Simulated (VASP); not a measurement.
Sr (slab)

```yaml
crystal:
  lattice:
    - [4.18313, 0.00000, 0.00000]
    - [-2.09156, 3.62270, 0.00000]
    - [0.00000, 0.00000, 25.24653]
  atoms:
    - { symbol: Sr, position: [0.66667, 0.33333, 0.30136] }
    - { symbol: Sr, position: [0.33333, 0.66667, 0.43297] }
    - { symbol: Sr, position: [0.00000, 0.00000, 0.56703] }
    - { symbol: Sr, position: [0.66667, 0.33333, 0.69864] }
```

Computed with VASP 6.6.1, Kohn-Sham DFT of a periodic cell, PBEsol, VASP PAW PBE potentials, recommended.

In a PAW calculation such maps are meaningful between the atoms, not at the nuclei.

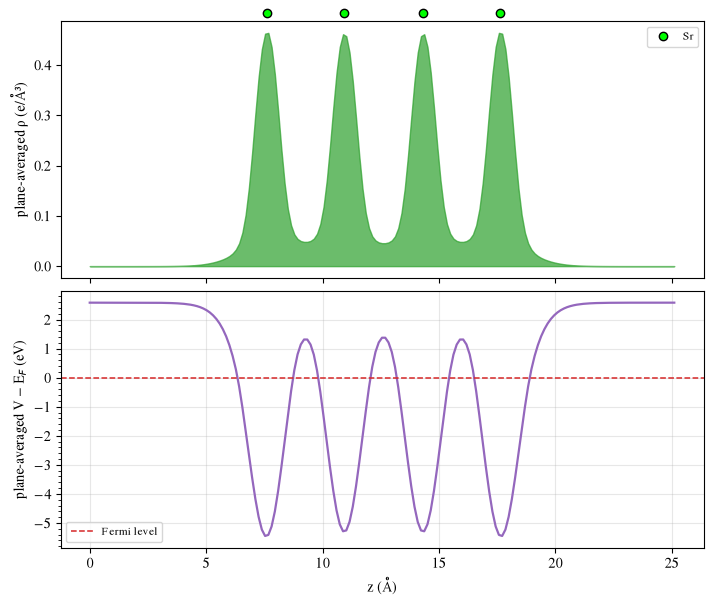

Figure 1. Plane average of the electrostatic potential (local pseudopotential plus Hartree) felt by an electron and of the valence pseudo-density across the slab. Circles mark the heights of the atoms.

How far above the Fermi level of the calculation is the vacuum level?

Answer. 2.6 eV.

What are the slab's thickness and the vacuum gap?

Answer. The outermost nuclei are 10.0 Å apart, in 4 atomic planes; the vacuum between periodic images is 15.2 Å wide.

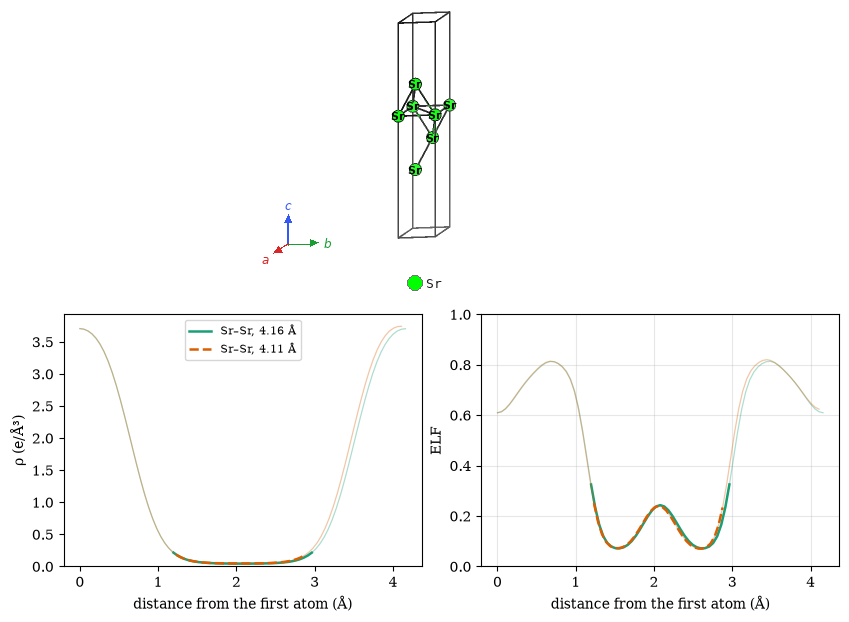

Figure 2. Valence pseudo-density and electron localisation function along straight lines between neighbouring atoms. Thin, pale parts lie inside the atomic spheres. The structure is drawn too.

What can be read from the curves?

Answer. Sr–Sr (4.16 Å): the density is about 0.04 e/Å³ at the midpoint; the ELF is about 0.25 at the midpoint (no localised pair shows between them).
Sr–Sr (4.11 Å): the density is about 0.05 e/Å³ at the midpoint; the ELF is about 0.25 at the midpoint: no shared electron pair shows on this line.
